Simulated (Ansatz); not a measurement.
Ru: geometry relaxation (part 1 of 3)

System: Ru (slab, 12 atoms in the cell).
Method: DFT PBE, scalar-relativistic, plane waves, PAW, no spin polarisation (Ansatz 0.2.0).

The structure derives from an entry of the Crystallography Open Database. The input holds or restrains some coordinates. Forces given for the steps count only the free coordinates. Figures and captions count atoms from 1; the log counts them from 0 in places.

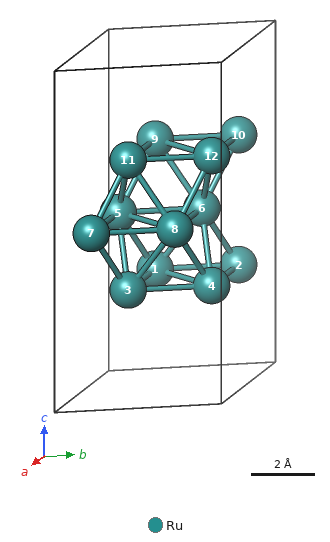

*The starting structure (ball-and-stick view of the cell of the calculation, with the vacuum cut short, seen slightly off an axis; atoms are numbered from 1 in the order of the input). An atom can appear more than once, as a periodic image.*

Near neighbours in the periodic cell (some may lie outside the picture): Ru has 9 Ru at 2.66 to 2.72 Å; Ru has 12 Ru at 2.66 to 2.72 Å.

## Input file
```yaml
crystal:
  lattice:
    - [5.4400501827, 0.0, 0.0]
    - [-2.7200250913, 4.711221656, 0.0]
    - [0.0, 0.0, 21.2967694965]
  atoms:
    - { symbol: Ru, position: [0.1666666667, 0.3333333333, 0.3991215664] }
    - { symbol: Ru, position: [0.1666666667, 0.8333333333, 0.3991215664] }
    - { symbol: Ru, position: [0.6666666667, 0.3333333333, 0.3991215664] }
    - { symbol: Ru, position: [0.6666666667, 0.8333333333, 0.3991215664] }
    - { symbol: Ru, position: [0.3333333333, 0.1666666667, 0.5] }
    - { symbol: Ru, position: [0.3333333333, 0.6666666667, 0.5] }
    - { symbol: Ru, position: [0.8333333333, 0.1666666667, 0.5] }
    - { symbol: Ru, position: [0.8333333333, 0.6666666667, 0.5] }
    - { symbol: Ru, position: [0.1666666667, 0.3333333333, 0.6008784336] }
    - { symbol: Ru, position: [0.1666666667, 0.8333333333, 0.6008784336] }
    - { symbol: Ru, position: [0.6666666667, 0.3333333333, 0.6008784336] }
    - { symbol: Ru, position: [0.6666666667, 0.8333333333, 0.6008784336] }
basis:
  ecutwfc: 420
kpoints:
  mp_grid: { grid: [6, 6, 1] }
hamiltonian:
  xc: pbe
scf:
  occupations: { method: gaussian, width: 0.1 }
output:
  forces: true
  eigenvalues: true
  write_density: true
  write_potential: true
  elf: true
  volumetric_format: npy
relax:
  adjacent_minimum: "off"
  f_tol: 0.03
  max_steps: 70
  constraints: [{ sites: [0, 1, 2, 3] }]
efield:
  axis: 3
  dipole_correction: true
```

Machine: 4 threads of Intel Xeon @ 2.50GHz (Skylake/Cascade Lake), 64 GiB of memory available, shared host.

Launch command:
```bash
ansatz run input.yaml --threads 4 --pin off --max-ram 10240MiB --backend cpu --events-out ev --progress --plain --runs-dir out
```

## Log
```
Engine: ansatz 0.2.0, x86_64-unknown-linux-gnu
Pseudopotentials: kind: paw
Pseudopotential: Ru, paw, valence charge 16, recommended cutoff 420 eV (normal), Ru.paw.azcp
Functional definition: PBE
  parameter kappa = 0.804
  parameter beta = 0.06672455060314922
  exchange = pbe_x(kappa = kappa, mu = beta*pi^2/3)
  correlation = pbe_c(beta = beta)
Crystal: 12 atoms, lattice volume = 545.821 Å³
Basis set: ecut = 420 eV, 10613 PW (Γ), exchange–correlation on 80×80×288 points (8 copies of the dense FFT grid, shifted against one another)
Bands: 116, of which v1, the nominal top of the filled ones, is band 96 counted from 1 (95 counted from 0)
Symmetry: 24 space group operations
k-points: 7 of 36 (time reversal used)
Non-local potential: Ru, projectors of the file, l = 0: 3, l = 1: 2, l = 2: 2, l = 3: 1
PAW form: soft (Blöchl's): semilocal exchange-correlation on the pseudo side does not see the compensation charge
PAW one-centre angular grid: Ru, 590 points (default); XC on 64 Gauss nodes
Initial density: superposition of atomic densities (neutral atoms: chi_scale 0, normalization atom), corrected by the library's trained network
Initial wavefunctions: pseudopotential atomic-orbital guess
Functional: x = pbe(κ = 0.804, μ = 0.2195149727645171), c = pbe(β = 0.06672455060314922)
SCF iter   1: F=—  HF=-70535.971154 eV  |F-HF|=—  |Δ(HF+E_count)|=         —  Δρ=7.85e-3  dr2=5.75e-1  ethr=1.77e-3  p=0.000 e·Å  D=8.93e-14 V/Å  ΔV_dip=-0.00 eV  dr2_dipole=1.05e-6  V_vac-E_F(+/−)=4.67/4.67 eV  ⟨swp⟩=8.1  Hψ=3460  notcnv=0
efield: sawtooth ramp at fractional position 0.9500 (placed from the atoms, in the widest stretch of the axis that holds none; the zero of the levels goes with the place), width 0.1000; the density the first Hamiltonian is built on has a dipole p = 0.000 e·Å; the dipole correction subtracts the counter field D = 8.93e-14 V/Å, which shifts the + side's vacuum level by -0.00 eV against the − side's; the planar-averaged density in the ramp window peaks in size at 9.4e-6 e/Å³
preconditioner: auto → LDOS  [insulator: Δε(μ)=0.106 eV  Ē_g=4.097 eV  σ=0.100 eV  W_gap=0.53  n_scr=92 (ndim 8)  ℏωp=15.6 eV  f_vac=0.618  D(μ)=7.35/eV (n_scr^D=40)  ε∞_Penn≈15.4  β→1.0]
SCF iter   2: F=—  HF=-70536.019373 eV  |F-HF|=—  |Δ(HF+E_count)|=   4.82e-2  Δρ=8.72e-3  dr2=1.06e0  ethr=3.00e-4  p=-0.000 e·Å  D=-1.66e-5 V/Å  ΔV_dip=0.00 eV  dr2_dipole=1.17e-5  V_vac-E_F(+/−)=4.84/4.84 eV  ⟨swp⟩=2.0  Hψ=1372  notcnv=0  defer=34
SCF iter   3: F=—  HF=-70535.955927 eV  |F-HF|=—  |Δ(HF+E_count)|=   6.34e-2  Δρ=1.73e-3  dr2=3.35e-2  ethr=3.00e-4  p=-0.000 e·Å  D=-8.23e-6 V/Å  ΔV_dip=0.00 eV  dr2_dipole=8.21e-7  V_vac-E_F(+/−)=4.87/4.87 eV  ⟨swp⟩=2.1  Hψ=1100  notcnv=0  defer=34
SCF iter   4: F=—  HF=-70535.955189 eV  |F-HF|=—  |Δ(HF+E_count)|=   7.37e-4  Δρ=3.77e-4  dr2=3.77e-3  ethr=1.75e-5  p=-0.000 e·Å  D=-1.59e-6 V/Å  ΔV_dip=0.00 eV  dr2_dipole=1.30e-6  V_vac-E_F(+/−)=4.91/4.91 eV  ⟨swp⟩=2.0  Hψ=1098  notcnv=0  defer=21
SCF iter   5: F=—  HF=-70535.955942 eV  |F-HF|=—  |Δ(HF+E_count)|=   7.53e-4  Δρ=1.56e-4  dr2=3.21e-4  ethr=1.96e-6  p=-0.000 e·Å  D=-4.52e-6 V/Å  ΔV_dip=0.00 eV  dr2_dipole=4.46e-6  V_vac-E_F(+/−)=4.95/4.95 eV  ⟨swp⟩=2.0  Hψ=1041  notcnv=0  defer=12
SCF iter   6: F=—  HF=-70535.955970 eV  |F-HF|=—  |Δ(HF+E_count)|=   2.79e-5  Δρ=7.48e-5  dr2=1.45e-4  ethr=1.67e-7  p=0.000 e·Å  D=5.17e-6 V/Å  ΔV_dip=-0.00 eV  dr2_dipole=2.41e-5  V_vac-E_F(+/−)=4.97/4.97 eV  ⟨swp⟩=2.0  Hψ=1139  notcnv=0  defer=12
SCF iter   7: F=—  HF=-70535.955966 eV  |F-HF|=—  |Δ(HF+E_count)|=   4.06e-6  Δρ=5.61e-5  dr2=1.15e-4  ethr=7.54e-8  p=-0.000 e·Å  D=-7.06e-6 V/Å  ΔV_dip=0.00 eV  dr2_dipole=2.78e-5  V_vac-E_F(+/−)=4.97/4.97 eV  ⟨swp⟩=2.0  Hψ=972  notcnv=0  defer=12
SCF iter   8: F=-70535.955961 eV  HF=-70535.955965 eV  |F-HF|=3.91e-6  |Δ(HF+E_count)|=   7.67e-7  Δρ=1.71e-5  dr2=5.62e-6  ethr=1.17e-8  p=-0.000 e·Å  D=-1.78e-6 V/Å  ΔV_dip=0.00 eV  dr2_dipole=6.12e-7  V_vac-E_F(+/−)=4.98/4.98 eV  ⟨swp⟩=18.9  Hψ=7795  notcnv=0
SCF 1 converged in 8 iterations: F = -70535.955961 eV  dr2 = 5.62e-6
  greatest PAW one-centre occupation: 0.998 electrons in one spin orbital (limit 2), on the Ru atom at site 11 (counted from 0), in its partial waves of l = 0
relax step   1: F+E_penalty+E_count = -70535.95596120 eV  Δ(F+E_penalty+E_count) = +0.000e0 eV  max|allowed force component| = 9.301e-1 eV/Å  Δτ_max = 0.0000 Å  (8 SCF iters, dr2 threshold 2.25e-5 eV, accepted)
Initial density: handed on by an earlier stage of this run
Initial wavefunctions: those handed on with the density
SCF iter   1: F=—  HF=-70536.482865 eV  |F-HF|=—  |Δ(HF+E_count)|=         —  Δρ=1.67e-2  dr2=7.20e0  ethr=3.10e-3  p=-0.000 e·Å  D=-2.22e-6 V/Å  ΔV_dip=0.00 eV  dr2_dipole=1.69e0  V_vac-E_F(+/−)=4.90/4.90 eV  ⟨swp⟩=4.3  Hψ=1792  notcnv=0  defer=34
efield: sawtooth ramp at fractional position 0.9500 (handed on by an earlier solve), width 0.1000; the density the first Hamiltonian is built on has a dipole p = -0.000 e·Å; the dipole correction subtracts the counter field D = -2.22e-6 V/Å, which shifts the + side's vacuum level by +0.00 eV against the − side's; the planar-averaged density in the ramp window peaks in size at 2.3e-6 e/Å³
preconditioner: auto → LDOS  [metal: Δε(μ)=0.081 eV  Ē_g=4.342 eV  σ=0.100 eV  W_gap=0.39  n_scr=92 (ndim 8)  ℏωp=15.6 eV  f_vac=0.627  D(μ)=8.70/eV (n_scr^D=52)  β→1.0]
SCF iter   2: F=—  HF=-70536.586146 eV  |F-HF|=—  |Δ(HF+E_count)|=   1.03e-1  Δρ=2.14e-2  dr2=1.07e1  ethr=3.10e-3  p=-0.009 e·Å  D=-2.84e-3 V/Å  ΔV_dip=0.06 eV  dr2_dipole=2.19e0  V_vac-E_F(+/−)=5.04/4.98 eV  ⟨swp⟩=2.1  Hψ=1229  notcnv=0  defer=48
SCF iter   3: F=—  HF=-70536.227153 eV  |F-HF|=—  |Δ(HF+E_count)|=   3.59e-1  Δρ=1.99e-3  dr2=1.99e-2  ethr=3.10e-3  p=0.004 e·Å  D=1.21e-3 V/Å  ΔV_dip=-0.03 eV  dr2_dipole=7.47e-4  V_vac-E_F(+/−)=4.92/4.95 eV  ⟨swp⟩=2.1  Hψ=1084  notcnv=0  defer=42
SCF iter   4: F=—  HF=-70536.217302 eV  |F-HF|=—  |Δ(HF+E_count)|=   9.85e-3  Δρ=9.95e-4  dr2=1.83e-2  ethr=1.04e-5  p=0.001 e·Å  D=1.71e-4 V/Å  ΔV_dip=-0.00 eV  dr2_dipole=1.50e-3  V_vac-E_F(+/−)=4.94/4.94 eV  ⟨swp⟩=3.1  Hψ=1881  notcnv=0  defer=39
SCF iter   5: F=—  HF=-70536.216938 eV  |F-HF|=—  |Δ(HF+E_count)|=   3.64e-4  Δρ=5.69e-4  dr2=2.45e-3  ethr=9.52e-6  p=0.002 e·Å  D=5.43e-4 V/Å  ΔV_dip=-0.01 eV  dr2_dipole=5.22e-5  V_vac-E_F(+/−)=4.93/4.94 eV  ⟨swp⟩=2.1  Hψ=1065  notcnv=0  defer=39
SCF iter   6: F=—  HF=-70536.216746 eV  |F-HF|=—  |Δ(HF+E_count)|=   1.92e-4  Δρ=1.60e-4  dr2=3.06e-4  ethr=1.28e-6  p=0.002 e·Å  D=6.92e-4 V/Å  ΔV_dip=-0.01 eV  dr2_dipole=3.07e-6  V_vac-E_F(+/−)=4.93/4.94 eV  ⟨swp⟩=2.0  Hψ=1106  notcnv=0  defer=39
SCF iter   7: F=—  HF=-70536.216776 eV  |F-HF|=—  |Δ(HF+E_count)|=   2.92e-5  Δρ=4.56e-5  dr2=5.53e-5  ethr=2.82e-8  p=0.003 e·Å  D=8.69e-4 V/Å  ΔV_dip=-0.02 eV  dr2_dipole=8.62e-6  V_vac-E_F(+/−)=4.92/4.94 eV  ⟨swp⟩=20.9  Hψ=9138  notcnv=0
SCF iter   8: F=-70536.216775 eV  HF=-70536.216778 eV  |F-HF|=2.63e-6  |Δ(HF+E_count)|=   2.29e-6  Δρ=1.84e-5  dr2=4.69e-6  ethr=2.82e-8  p=0.003 e·Å  D=9.26e-4 V/Å  ΔV_dip=-0.02 eV  dr2_dipole=1.07e-6  V_vac-E_F(+/−)=4.92/4.94 eV  ⟨swp⟩=15.0  Hψ=8292  notcnv=0
SCF 2 converged in 8 iterations: F = -70536.216775 eV  dr2 = 4.69e-6
  Residual-converged pass: ⟨swp⟩=1.0  Hψ=840  notcnv=0  max |occ|·‖R‖ = 7.0e-9 eV (tolerance 1.0e-8 eV)  dr2=4.69e-6  dr2_onsite=5.27e-8  max |Δocc| = 4.0e-10
relax step   2: F+E_penalty+E_count = -70536.21677519 eV  Δ(F+E_penalty+E_count) = -2.608e-1 eV  max|allowed force component| = 4.526e-1 eV/Å  Δτ_max = 0.1962 Å  (8 SCF iters, dr2 threshold 5.41e-5 eV, accepted)
SCF iter   1: F=—  HF=-70536.258567 eV  |F-HF|=—  |Δ(HF+E_count)|=         —  Δρ=3.31e-3  dr2=2.76e-1  ethr=1.59e-3  p=0.003 e·Å  D=9.26e-4 V/Å  ΔV_dip=-0.02 eV  dr2_dipole=6.20e-2  V_vac-E_F(+/−)=4.93/4.95 eV  ⟨swp⟩=2.0  Hψ=1157  notcnv=0  defer=32
efield: sawtooth ramp at fractional position 0.9500 (handed on by an earlier solve), width 0.1000; the density the first Hamiltonian is built on has a dipole p = 0.003 e·Å; the dipole correction subtracts the counter field D = 9.26e-4 V/Å, which shifts the + side's vacuum level by -0.02 eV against the − side's; the planar-averaged density in the ramp window peaks in size at 2.0e-6 e/Å³
preconditioner: auto → LDOS  [metal: Δε(μ)=0.094 eV  Ē_g=4.275 eV  σ=0.100 eV  W_gap=0.45  n_scr=92 (ndim 8)  ℏωp=15.6 eV  f_vac=0.625  D(μ)=9.38/eV (n_scr^D=52)  β→1.0]
SCF iter   2: F=—  HF=-70536.259250 eV  |F-HF|=—  |Δ(HF+E_count)|=   6.83e-4  Δρ=3.69e-3  dr2=2.92e-1  ethr=1.44e-4  p=0.005 e·Å  D=1.54e-3 V/Å  ΔV_dip=-0.03 eV  dr2_dipole=5.52e-2  V_vac-E_F(+/−)=4.91/4.95 eV  ⟨swp⟩=2.0  Hψ=1048  notcnv=0  defer=35
SCF iter   3: F=—  HF=-70536.251630 eV  |F-HF|=—  |Δ(HF+E_count)|=   7.62e-3  Δρ=1.45e-3  dr2=4.66e-2  ethr=1.44e-4  p=0.001 e·Å  D=3.84e-4 V/Å  ΔV_dip=-0.01 eV  dr2_dipole=9.42e-3  V_vac-E_F(+/−)=4.93/4.94 eV  ⟨swp⟩=2.0  Hψ=939  notcnv=0  defer=35
SCF iter   4: F=—  HF=-70536.249784 eV  |F-HF|=—  |Δ(HF+E_count)|=   1.85e-3  Δρ=2.67e-4  dr2=1.12e-3  ethr=2.43e-5  p=0.002 e·Å  D=6.74e-4 V/Å  ΔV_dip=-0.01 eV  dr2_dipole=1.87e-4  V_vac-E_F(+/−)=4.93/4.94 eV  ⟨swp⟩=2.0  Hψ=1059  notcnv=0  defer=35
SCF iter   5: F=—  HF=-70536.250521 eV  |F-HF|=—  |Δ(HF+E_count)|=   7.37e-4  Δρ=8.61e-5  dr2=2.61e-4  ethr=5.85e-7  p=0.002 e·Å  D=5.27e-4 V/Å  ΔV_dip=-0.01 eV  dr2_dipole=7.27e-5  V_vac-E_F(+/−)=4.93/4.94 eV  ⟨swp⟩=2.0  Hψ=1148  notcnv=0  defer=32
SCF iter   6: F=-70536.250524 eV  HF=-70536.250533 eV  |F-HF|=9.09e-6  |Δ(HF+E_count)|=   1.26e-5  Δρ=2.56e-5  dr2=9.57e-6  ethr=6.67e-9  p=0.001 e·Å  D=4.45e-4 V/Å  ΔV_dip=-0.01 eV  dr2_dipole=3.57e-6  V_vac-E_F(+/−)=4.93/4.94 eV  ⟨swp⟩=20.0  Hψ=8695  notcnv=0
SCF 3 converged in 6 iterations: F = -70536.250524 eV  dr2 = 9.57e-6
relax step   3: F+E_penalty+E_count = -70536.25052427 eV  Δ(F+E_penalty+E_count) = -3.375e-2 eV  max|allowed force component| = 6.738e-2 eV/Å  Δτ_max = 0.0424 Å  (6 SCF iters, dr2 threshold 1.28e-5 eV, accepted)
SCF iter   1: F=—  HF=-70536.250158 eV  |F-HF|=—  |Δ(HF+E_count)|=         —  Δρ=1.83e-4  dr2=7.72e-4  ethr=6.90e-6  p=0.001 e·Å  D=4.45e-4 V/Å  ΔV_dip=-0.01 eV  dr2_dipole=2.68e-4  V_vac-E_F(+/−)=4.93/4.94 eV  ⟨swp⟩=2.0  Hψ=1112  notcnv=0  defer=3
efield: sawtooth ramp at fractional position 0.9500 (handed on by an earlier solve), width 0.1000; the density the first Hamiltonian is built on has a dipole p = 0.001 e·Å; the dipole correction subtracts the counter field D = 4.45e-4 V/Å, which shifts the + side's vacuum level by -0.01 eV against the − side's; the planar-averaged density in the ramp window peaks in size at 2.3e-6 e/Å³
preconditioner: auto → LDOS  [metal: Δε(μ)=0.093 eV  Ē_g=4.272 eV  σ=0.100 eV  W_gap=0.43  n_scr=92 (ndim 8)  ℏωp=15.6 eV  f_vac=0.625  D(μ)=9.02/eV (n_scr^D=52)  β→1.0]
SCF iter   2: F=—  HF=-70536.250108 eV  |F-HF|=—  |Δ(HF+E_count)|=   5.07e-5  Δρ=1.16e-4  dr2=2.67e-4  ethr=4.02e-7  p=0.001 e·Å  D=1.85e-4 V/Å  ΔV_dip=-0.00 eV  dr2_dipole=5.08e-5  V_vac-E_F(+/−)=4.94/4.94 eV  ⟨swp⟩=2.0  Hψ=1151  notcnv=0  defer=2
SCF iter   3: F=—  HF=-70536.250139 eV  |F-HF|=—  |Δ(HF+E_count)|=   3.13e-5  Δρ=5.90e-5  dr2=5.93e-5  ethr=1.39e-7  p=0.000 e·Å  D=1.60e-4 V/Å  ΔV_dip=-0.00 eV  dr2_dipole=1.49e-5  V_vac-E_F(+/−)=4.94/4.94 eV  ⟨swp⟩=2.0  Hψ=1068  notcnv=0  defer=2
SCF iter   4: F=—  HF=-70536.251033 eV  |F-HF|=—  |Δ(HF+E_count)|=   8.94e-4  Δρ=1.05e-5  dr2=7.13e-6  ethr=3.09e-8  p=0.000 e·Å  D=1.11e-4 V/Å  ΔV_dip=-0.00 eV  dr2_dipole=2.96e-6  V_vac-E_F(+/−)=4.94/4.94 eV  ⟨swp⟩=2.0  Hψ=1032  notcnv=0  defer=2
SCF iter   5: F=—  HF=-70536.251033 eV  |F-HF|=—  |Δ(HF+E_count)|=   1.49e-7  Δρ=5.31e-6  dr2=5.93e-7  ethr=3.71e-9  p=0.000 e·Å  D=7.14e-5 V/Å  ΔV_dip=-0.00 eV  dr2_dipole=3.45e-8  V_vac-E_F(+/−)=4.94/4.94 eV  ⟨swp⟩=2.0  Hψ=1112  notcnv=0  defer=2
SCF iter   6: F=—  HF=-70536.251033 eV  |F-HF|=—  |Δ(HF+E_count)|=   4.66e-8  Δρ=4.45e-6  dr2=5.44e-7  ethr=5.21e-11  p=0.000 e·Å  D=3.74e-5 V/Å  ΔV_dip=-0.00 eV  dr2_dipole=2.02e-7  V_vac-E_F(+/−)=4.94/4.94 eV  ⟨swp⟩=17.0  Hψ=6794  notcnv=0
SCF iter   7: F=-70536.251033 eV  HF=-70536.251033 eV  |F-HF|=1.47e-8  |Δ(HF+E_count)|=   2.50e-8  Δρ=9.74e-7  dr2=1.77e-8  ethr=5.21e-11  p=0.000 e·Å  D=1.97e-5 V/Å  ΔV_dip=-0.00 eV  dr2_dipole=7.78e-9  V_vac-E_F(+/−)=4.94/4.94 eV  ⟨swp⟩=9.3  Hψ=5929  notcnv=0
SCF 4 converged in 7 iterations: F = -70536.251033 eV  dr2 = 1.77e-8
relax step   4: F+E_penalty+E_count = -70536.25103288 eV  Δ(F+E_penalty+E_count) = -5.086e-4 eV  max|allowed force component| = 6.608e-4 eV/Å  Δτ_max = 0.0024 Å  (7 SCF iters, accepted)
```

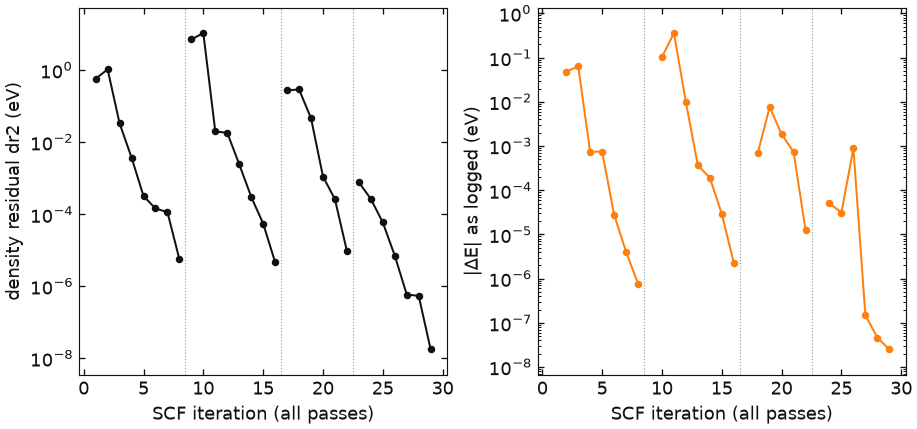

*Convergence of the self-consistent field: density residual dr2 and size of the energy change against the SCF iteration. The dotted lines part the SCF passes of the relaxation: geometry steps, rejected trials and re-solves on a re-selected basis.*

The passes take 8, 8, 6 and 7 iterations.

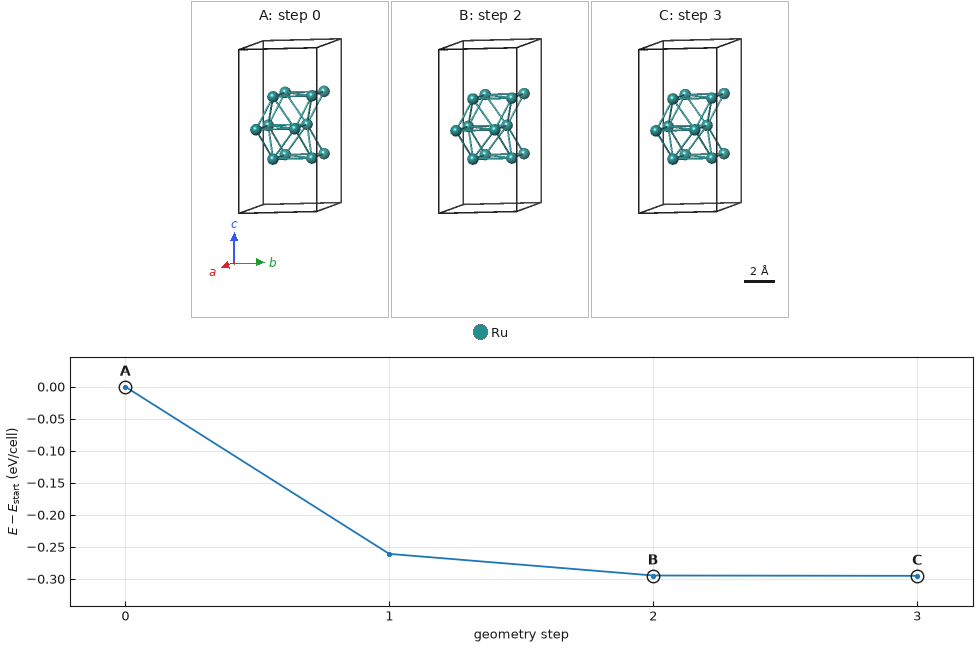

*Frames of the restrained relaxation (ball-and-stick view of the cell of the calculation, with the vacuum cut short, seen slightly off an axis) above the curves, on which the letters mark them (the first geometry is step 0 here and step 1 in the log).*

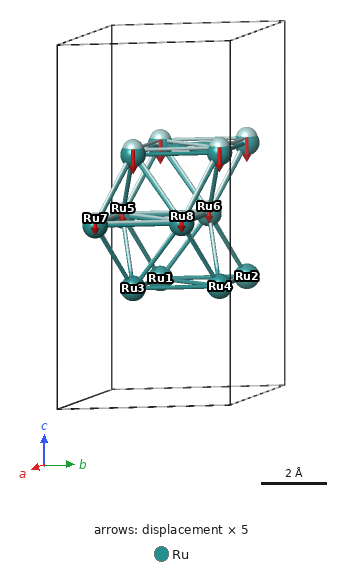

*Start (faint) and end (solid) with the displacements as red arrows, magnified 5 times (ball-and-stick view of the cell of the calculation, with the vacuum cut short, seen slightly off an axis).*

The energy falls by 0.295 eV per cell of the calculation in 3 geometry steps. The largest force component goes from 0.93 to 0.00066 eV/Å. The largest moves, 0.15 Å, are those of Ru9, Ru10, Ru11 and Ru12. The lattice vectors keep their values. Among the contacts that change: Ru1–Ru5 2.661 → 2.600 Å. (Atoms are counted from 1 in the order of the input.)
